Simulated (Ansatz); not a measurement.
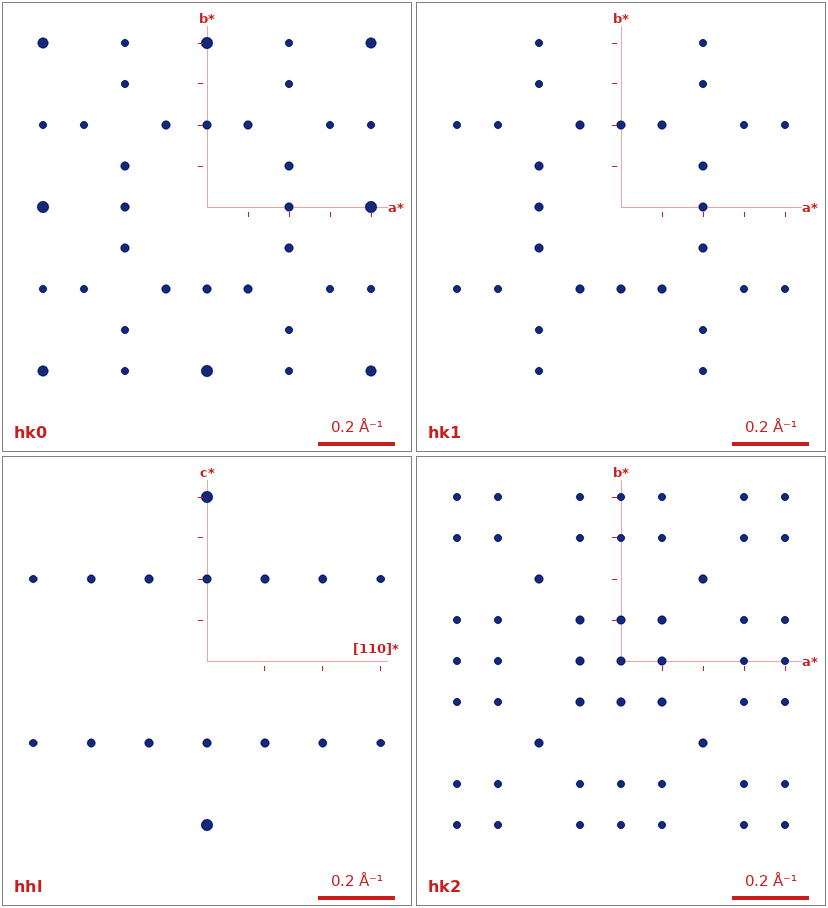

Simulated precession-type sections (neutrons; kinematic intensities, B = 0.5 Å²). The ticks mark integer indices of the conventional cell.

The compound is Rb. Structure: the geometry relaxed with Ansatz, DFT, r2SCAN, plane waves (500 eV) with PAW, scalar-relativistic; the starting structure was generated, so it need not be a known form of this composition.

What cell do the layers give?

a* = 0.109, b* = 0.109, c* = 0.109 Å⁻¹; the cell is cubic with a = 9.15 Å.

Which reflection conditions do the layers show?

Reflections are present only under these conditions. hkl: no condition; hk0: no condition; hhl: l = 2n; h00: h = 2n. The lattice is primitive (P). Further gaps, such as 0 4 1, 4 0 1, 1 4 0, come from atoms on special positions, not from the group's general conditions. A few very weak reflections are below the display threshold.

Which space groups fit?

The intensities have Laue symmetry m-3m (the hk0 layer shows 4mm, hk1 shows 4mm). With these conditions the candidates are P-43n (No. 218), Pm-3n (No. 223). Diffraction geometry alone does not choose among them; the structure has Pm-3n.
